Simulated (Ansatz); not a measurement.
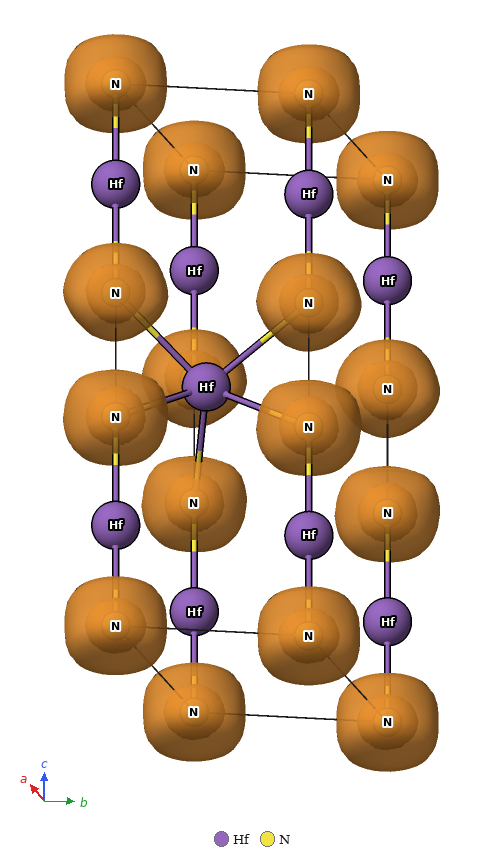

HfN. Isosurface of the ELF at 0.75 (orange), seen at an oblique angle. Core shells and regions of very low density are left out. Sticks mark near contacts.

Space group P-6m2; a structure generated by program, which may or may not match a known phase; computed without spin polarisation.

All numbers below come from DFT PBE, scalar-relativistic, plane waves, PAW in Ansatz.

Q: Identify the bonds, lone pairs and shells in this picture.

A: The surface consists of three regions wrapped around N (the valence shell of each), counted in one cell of 6 atoms. Regions shared between cells count once. Profiles from the grid: Hf–N (1.95 Å): the ELF peaks at about 0.85 in the valence shell of N, 0.6 Å from its nucleus, and drops to about 0.30 between the two atoms (no localised pair shows between them). Hf–N (2.11 Å): the ELF peaks at about 0.85 in the valence shell of N, 0.6 Å from its nucleus, and drops to about 0.25 between the two atoms: no shared electron pair shows on this line.
